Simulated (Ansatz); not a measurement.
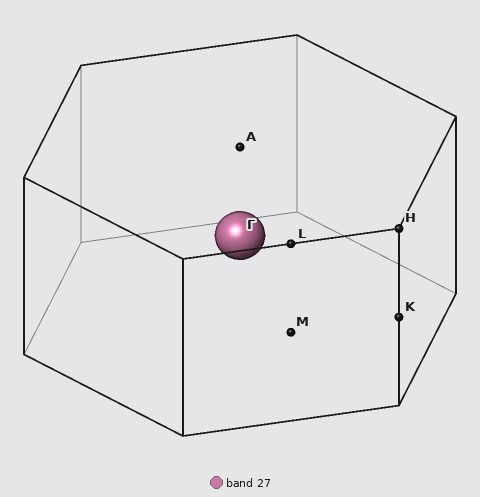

Constant-energy surfaces of CdS in space group P6_3mc, 0.30 eV above the conduction-band minimum (one colour a band).

The calculation used DFT PBE, scalar-relativistic, plane waves, PAW; levels and slopes on a dense k mesh at the converged density (Ansatz 0.2.0). No spin polarisation. Mesh 30×30×16, interpolated with the band slopes. Cell and positions as given, without relaxation.

Masses come from a second pass at points close to the extrema; at the energies drawn a band may no longer be parabolic.

> Where are the valleys, how many are there, and what are their masses?

Band 27 forms the conduction edge. Within this energy: one minimum at Γ, principal masses 0.12, 0.13 and 0.13 mₑ.

Where one band's surface lies inside another's, the outer one hides all or part of it.

Spin-orbit coupling, left out here, can change the gap, its kind, the place of the band edges and the masses, since the compound holds Cd.
